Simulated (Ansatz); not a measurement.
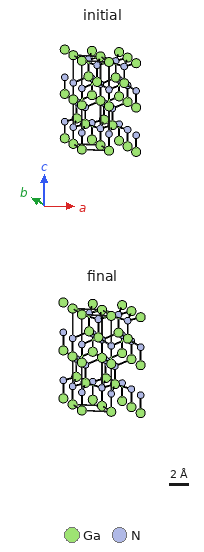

The structure of solid GaN (built on the 4H polytype type) before (top) and after (bottom) a relaxation, at one scale.

Style: ball-and-stick. Shown: the cell of the calculation, repeated 2 × 2 × 1 with one cell outlined, slightly off an axis.

Computed with Ansatz 0.2.0, DFT, PBE, plane waves, PAW.

Input file:
```yaml
crystal:
  lattice:
    - [2.9709044594, 0.0, 0.0]
    - [-1.4854522297, 2.572878734, 0.0]
    - [0.0, 0.0, 9.7029739643]
  atoms:
    - { symbol: Ga, position: [0.0, 0.0, 0.0] }
    - { symbol: Ga, position: [0.3333333333, 0.6666666667, 0.25] }
    - { symbol: Ga, position: [0.0, 0.0, 0.5] }
    - { symbol: Ga, position: [0.6666666667, 0.3333333333, 0.75] }
    - { symbol: "N", position: [0.0, 0.0, 0.1875] }
    - { symbol: "N", position: [0.3333333333, 0.6666666667, 0.4375] }
    - { symbol: "N", position: [0.0, 0.0, 0.6875] }
    - { symbol: "N", position: [0.6666666667, 0.3333333333, 0.9375] }
kpoints:
  mp_grid: { grid: [12, 12, 4] }
hamiltonian:
  xc: pbe
scf:
  occupations: { method: fermi_dirac, width: 0.02 }
relax:
  f_tol: 0.005
  cell: {}
output:
  write_density: true
  write_potential: true
  elf: true
  volumetric_format: npy
```

Command:
```bash
ansatz run input.yaml --threads 2 --pin off --max-ram 20275MiB --backend cpu --events-out ev --progress --plain --runs-dir out
```

What changed between the two?

Answer. After 7 accepted moves (9 points after the start) the energy has fallen by 432 meV per atom. Largest force component: 0.048 eV/Å at the start, 0.00083 eV/Å at the end. Pressure: 68.67 GPa at the start and 0.00 GPa at the end. The SCF was repeated twice at an unchanged geometry on a basis and grid sized afresh for the cell, which shifted the energy by 22.1 meV per atom at most. No atom moves by more than 0.005 Å relative to the cell. The drawn cell changes as follows: a = b 2.971 → 3.217 Å (+8.3 %), c 9.703 → 10.495 Å (+8.2 %); the volume changes by +26.8 %. Near-neighbour distances that change, for instance: Ga1–N5 1.819 → 1.973 Å. The space group stays P6_3mc (No. 186).
